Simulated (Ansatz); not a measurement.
# Two runs on CdTe

System: CdTe (F-43m, 2 atoms in the cell).
Method of run A: DFT, r2SCAN, plane waves, PAW, no spin polarisation (Ansatz 0.2.0).

The structure derives from an entry of the Crystallography Open Database. The geometry comes from this level: r2SCAN. Text and figures count atoms from 1; the logs count them from 0 in places.

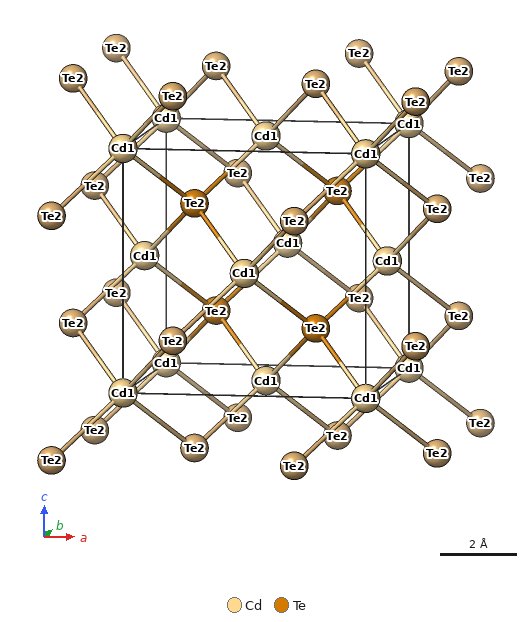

The input geometry (ball-and-stick view of the cell 4 times as large as that of the calculation, set on its symmetry axes, seen slightly off an axis; neighbours outside the cell are drawn fainter; atoms are numbered from 1 in the order of the input).

**The input, run A**
```yaml
crystal:
  lattice:
    - [0.0, 3.279901249, 3.279901249]
    - [3.279901249, 0.0, 3.279901249]
    - [3.279901249, 3.279901249, 0.0]
  atoms:
    - { symbol: Cd, position: [0.0, 0.0, 0.0] }
    - { symbol: Te, position: [0.25, 0.25, 0.25] }
kpoints:
  mp_grid: { grid: [6, 6, 6] }
  band_path:
    path:
      - [0.0, 0.0, 0.0]
      - [-0.5, -0.5, 0.0]
      - [-0.375, -0.375, 0.25]
      - [-0.375, 0.0, 0.375]
      - [0.0, 0.0, 0.5]
      - [-0.5, -0.25, 0.25]
    npoints: 1
hamiltonian:
  xc: r2scan
scf:
  occupations: { method: fixed }
  n_extra_bands: 4
output:
  forces: true
  stress: true
  eigenvalues: true
```

Command:
```bash
ansatz run input.yaml --threads 2 --pin off --max-ram 2764MiB --backend cpu --events-out ev --progress --plain --runs-dir out
```

Hardware: 2 threads of Arm Neoverse V1, 24 GiB of memory available, shared host.

**Output, shortened to warnings, some set-up lines, iterations and results (run A)**
```
Basis set: ecut = 500 eV, 1807 PW (Γ), exchange–correlation on 144×144×144 points (64 copies of the dense FFT grid, shifted against one another)
Symmetry: 24 space group operations
k-points: 16 of 216 (time reversal used)
Initial density: superposition of atomic densities (neutral atoms: chi_scale 0, normalization atom), corrected by the library's trained network
[...]
SCF iter   1: F=—  HF=-15264.129965 eV  |F-HF|=—  |Δ(HF+E_count)|=         —  Δρ=4.39e-3  dr2=8.31e-3  dr2_τ=1.07e-2  ethr=1.77e-3  ⟨swp⟩=4.9  Hψ=1378  notcnv=0  defer=28
SCF iter   2: F=—  HF=-15264.135684 eV  |F-HF|=—  |Δ(HF+E_count)|=   5.72e-3  Δρ=2.23e-3  dr2=1.50e-3  dr2_τ=3.36e-4  ethr=2.31e-5  ⟨swp⟩=3.9  Hψ=864  notcnv=0  defer=28
SCF iter   3: F=—  HF=-15264.136316 eV  |F-HF|=—  |Δ(HF+E_count)|=   6.32e-4  Δρ=1.01e-3  dr2=3.59e-4  dr2_τ=4.14e-5  ethr=4.17e-6  ⟨swp⟩=2.0  Hψ=516  notcnv=0  defer=28
SCF iter   4: F=—  HF=-15264.136483 eV  |F-HF|=—  |Δ(HF+E_count)|=   1.67e-4  Δρ=8.90e-5  dr2=4.44e-6  dr2_τ=3.15e-7  ethr=9.97e-7  ⟨swp⟩=2.0  Hψ=676  notcnv=0  defer=28
SCF iter   5: F=—  HF=-15264.136460 eV  |F-HF|=—  |Δ(HF+E_count)|=   2.29e-5  Δρ=2.58e-5  dr2=2.11e-7  dr2_τ=1.87e-8  ethr=1.23e-8  ⟨swp⟩=2.1  Hψ=621  notcnv=0  defer=16
SCF iter   6: F=-15264.136460 eV  HF=-15264.136460 eV  |F-HF|=6.36e-9  |Δ(HF+E_count)|=   1.87e-7  Δρ=6.00e-6  dr2=8.89e-9  dr2_τ=1.13e-9  ethr=2.78e-10  ⟨swp⟩=7.9  Hψ=1764  …
SCF 1 converged in 6 iterations: F = -15264.136460 eV  dr2 = 8.89e-9
NSCF: frozen V_eff on 6 k-points
SCF converged after 6 iterations
Free energy (F): -15264.136460 eV
Harris-Foulkes:  -15264.136460 eV  (|F-HF|=6.36e-9)
Internal energy: -15264.136460 eV  (E = F + TS)
E sigma→0 (E₀):  -15264.136460 eV
Fermi energy:    6.706260 eV
--- Per-component energies (eV) ---
  E_band       = -842.036695
  E_kinetic    = 685.238358
  E_local      = -5500.479527  (includes V_loc(G=0)·N_el)
  E_nonlocal   = -275.663156
  E_hartree    = 2767.711399
  E_xc         = -283.200229
  E_vxc        = -357.248186  (∫ρ·V_xc dr)
  E_paw        = -8793.030337  (= ΣΔE_a)
  E_vpaw       = -953.526741  (= ΣTr[D̂ρ^β])
  E_aug_tail   = -0.000032  (compensation charges beyond the density's cutoff)
  E_vtau       = 24.220555  (kinetic-family band-sum trace: ∫τ·v_τ [+ j·A + Jᵃ·Aᵃ] dr)
  E_ewald      = -3864.433020
  E_core_change = -0.279915  (= ΣΔE_core)
  E_smearing   = -0.000000  (= −TS)
  E_closure    = 0.000000  (closes the sum)
  Σ components = -15264.136460   (vs F -15264.136460, Δ=0.00e0)
--- Forces (eV/Å), atoms counted from 1 ---
  atom   1  Cd     0.00000000    -0.00000000     0.00000000
  atom   2  Te    -0.00000000     0.00000000    -0.00000000
  max |Σ_I F_I| component: 1.46e-16 eV/Å
--- Stress (GPa, compression-positive) ---
       -0.026295       0.000000      -0.000000
       -0.000000      -0.026295       0.000000
       -0.000000       0.000000      -0.026295
  P = ⅓ Tr σ = -0.0263 GPa (-0.263 kbar)
```

Run B used a changed input.

**The two runs side by side**

| quantity | run A | run B |
| --- | --- | --- |
| outcome | converged | converged |
| free energy per atom (eV) | −7632.0682 | −7617.6639 |
| gap on the mesh (eV) | 1.16 | 0.66 |
| pressure (GPa) | −0.03 | 1.01 |
| largest force (eV/Å) | 0.000 | 0.000 |
| SCF iterations | 6 | 6 |
| irreducible k-points | 16 | 16 |
| plane waves at Γ | 1807 | 1411 |
| wall time (shared host) | 4.2 s | 1.9 s |

What was changed in the input?

The change (lines with − go, lines with + come):
```diff
-  xc: r2scan
+  xc: pbe
```

The total energies belong to different methods, so their difference says nothing on which is more stable or more accurate. The gap on the mesh goes from 1.16 to 0.66 eV. The pressure goes from −0.03 to 1.01 GPa. The functional changes from r2SCAN to PBE. The number of SCF iterations is the same. The default cutoff goes from 500 to 420 eV with the change. The plane waves at Γ go from 1807 to 1411.

**Output, shortened to warnings, some set-up lines, iterations and results (run B)**
```
Basis set: ecut = 420 eV, 1411 PW (Γ), exchange–correlation on 64×64×64 points (8 copies of the dense FFT grid, shifted against one another)
Symmetry: 24 space group operations
k-points: 16 of 216 (time reversal used)
Initial density: superposition of atomic densities (neutral atoms: chi_scale 0, normalization atom), corrected by the library's trained network
[...]
SCF iter   1: F=—  HF=-15235.328363 eV  |F-HF|=—  |Δ(HF+E_count)|=         —  Δρ=1.35e-3  dr2=3.28e-3  ethr=1.77e-3  ⟨swp⟩=4.8  Hψ=1366  notcnv=0  defer=29
SCF iter   2: F=—  HF=-15235.327723 eV  |F-HF|=—  |Δ(HF+E_count)|=   6.40e-4  Δρ=5.06e-4  dr2=1.87e-4  ethr=9.10e-6  ⟨swp⟩=3.0  Hψ=695  notcnv=0  defer=28
SCF iter   3: F=—  HF=-15235.327783 eV  |F-HF|=—  |Δ(HF+E_count)|=   6.04e-5  Δρ=1.88e-4  dr2=2.64e-5  ethr=5.21e-7  ⟨swp⟩=3.0  Hψ=676  notcnv=0  defer=28
SCF iter   4: F=—  HF=-15235.327806 eV  |F-HF|=—  |Δ(HF+E_count)|=   2.31e-5  Δρ=8.00e-5  dr2=6.70e-6  ethr=7.32e-8  ⟨swp⟩=2.2  Hψ=552  notcnv=0  defer=23
SCF iter   5: F=—  HF=-15235.327819 eV  |F-HF|=—  |Δ(HF+E_count)|=   1.28e-5  Δρ=2.24e-5  dr2=4.26e-7  ethr=1.86e-8  ⟨swp⟩=2.0  Hψ=506  notcnv=0  defer=26
SCF iter   6: F=-15235.327821 eV  HF=-15235.327821 eV  |F-HF|=3.26e-8  |Δ(HF+E_count)|=   1.71e-6  Δρ=2.86e-6  dr2=7.00e-9  ethr=2.78e-10  ⟨swp⟩=8.4  Hψ=1845  notcnv=0
SCF 1 converged in 6 iterations: F = -15235.327821 eV  dr2 = 7.00e-9
NSCF: frozen V_eff on 6 k-points
SCF converged after 6 iterations
Free energy (F): -15235.327821 eV
Harris-Foulkes:  -15235.327821 eV  (|F-HF|=3.26e-8)
Internal energy: -15235.327821 eV  (E = F + TS)
E sigma→0 (E₀):  -15235.327821 eV
Fermi energy:    6.960581 eV
--- Per-component energies (eV) ---
  E_band       = -804.512891
  E_kinetic    = 685.064067
  E_local      = -5498.277582  (includes V_loc(G=0)·N_el)
  E_nonlocal   = -276.743921
  E_hartree    = 2765.804254
  E_xc         = -300.758687
  E_vxc        = -325.402472  (∫ρ·V_xc dr)
  E_paw        = -8745.982769  (= ΣΔE_a)
  E_vpaw       = -920.763920  (= ΣTr[D̂ρ^β])
  E_aug_tail   = -0.000164  (compensation charges beyond the density's cutoff)
  E_ewald      = -3864.433020
  E_smearing   = -0.000000  (= −TS)
  E_closure    = -0.000000  (closes the sum)
  Σ components = -15235.327821   (vs F -15235.327821, Δ=0.00e0)
--- Forces (eV/Å), atoms counted from 1 ---
  atom   1  Cd     0.00000000    -0.00000000    -0.00000000
  atom   2  Te    -0.00000000     0.00000000     0.00000000
  max |Σ_I F_I| component: 1.46e-16 eV/Å
--- Stress (GPa, compression-positive) ---
        1.011424      -0.000000      -0.000000
        0.000000       1.011424       0.000000
       -0.000000       0.000000       1.011424
  P = ⅓ Tr σ = 1.0114 GPa (10.114 kbar)
```
